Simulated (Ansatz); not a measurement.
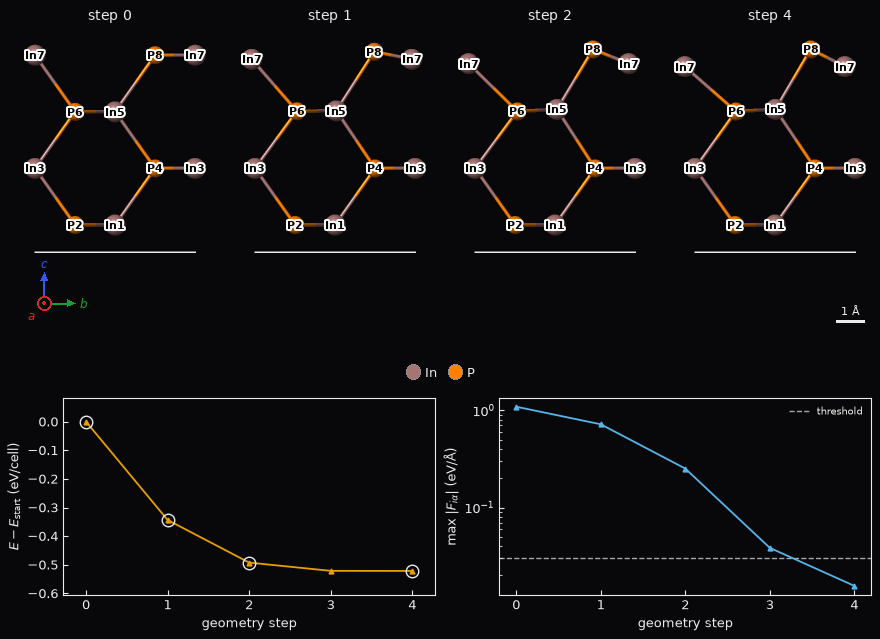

Frames of a constrained relaxation of a slab of composition InP (cut from the F-43m phase), marked on the history of the run. Style: ball-and-stick. Shown: the 2 × 1 repeat of the cell, outlined in the plane, without the vacuum, along the a axis.

Case: clean slab, lower half held. The slab is the (1 1 0) face of InP. 4 atoms are held fixed.

Level of theory: DFT PBEsol, scalar-relativistic, plane waves, PAW (Ansatz 0.2.0).

Input
```yaml
crystal:
  lattice:
    - [4.156502406, 0.0, 0.0]
    - [0.0, 5.8781820746, 0.0]
    - [0.0, 0.0, 23.234753609]
  atoms:
    - { symbol: In, position: [0.5, 0.5, 0.3658312949] }
    - { symbol: P, position: [0.0, 0.25, 0.3658312949] }
    - { symbol: In, position: [0.0, 0.0, 0.4552770983] }
    - { symbol: P, position: [0.5, 0.75, 0.4552770983] }
    - { symbol: In, position: [0.5, 0.5, 0.5447229017] }
    - { symbol: P, position: [0.0, 0.25, 0.5447229017] }
    - { symbol: In, position: [0.0, 0.0, 0.6341687051] }
    - { symbol: P, position: [0.5, 0.75, 0.6341687051] }
basis:
  ecutwfc: 420
kpoints:
  mp_grid: { grid: [7, 5, 1] }
hamiltonian:
  xc: pbesol
scf:
  occupations: { method: gaussian, width: 0.05 }
output:
  forces: true
  eigenvalues: true
  write_density: true
  write_potential: true
  elf: true
  volumetric_format: npy
relax:
  adjacent_minimum: "off"
  f_tol: 0.03
  max_steps: 70
  constraints: [{ sites: [0, 1, 2, 3] }]
efield:
  axis: 3
  dipole_correction: true
  ramp_width: 0.04
```

Launched with:
```bash
ansatz run input.yaml --threads 2 --pin off --max-ram 5120MiB --backend cpu --events-out ev --progress --plain --runs-dir out
```

**Describe the path.**

The energy falls by 0.522 eV per cell of the calculation in 4 geometry steps. The largest force component goes from 1.1 to 0.016 eV/Å. In7 moves most: 0.56 Å at 42° to the normal (−c side). By element the largest moves are In 0.56 Å, P 0.27 Å. The lattice vectors keep their values. Near-neighbour distances that change, for instance: P4–In5 2.545 → 2.611 Å, P6–In7 2.545 → 2.499 Å, In7–P8 2.545 → 2.507 Å, In3–P6 2.545 → 2.573 Å. Among the angles between lasting bonds that change: In5–P8–In7 109.5° → 92.0°, In3–P6–In7 109.5° → 95.6°, P6–In7–P8 109.5° → 122.8°. Cost: 31 s on 2 threads of AMD EPYC 9R45 96-Core Processor (Zen 5), with other jobs on the host, peak memory 0.89 GiB. From step 0 to 1: In7 moves most (0.19 Å), energy −0.344 eV per cell of the calculation. From step 1 to 2: In7 moves most (0.19 Å), energy −0.149 eV per cell of the calculation. From step 2 to 4: In7 moves most (0.18 Å), energy −29.2 meV per cell of the calculation.
